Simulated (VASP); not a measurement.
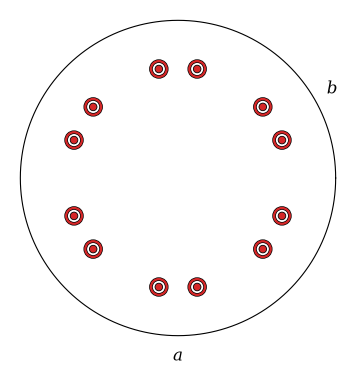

Stereographic projection: filled dots lie in the upper hemisphere, open rings in the lower. The c axis points at the viewer. The poles are all faces of one general form. Computed from the symmetry operations of a computed or model structure of composition MoSe2.

**Identify the point group and its elements.**

6/mmm (D6h), order 24, hexagonal system: one sixfold axis, six twofold axes, seven mirror planes, an inversion centre.

**Can such a crystal be piezoelectric, pyroelectric or chiral?**

It is centrosymmetric, so neither piezoelectric nor pyroelectric; it is not chiral.
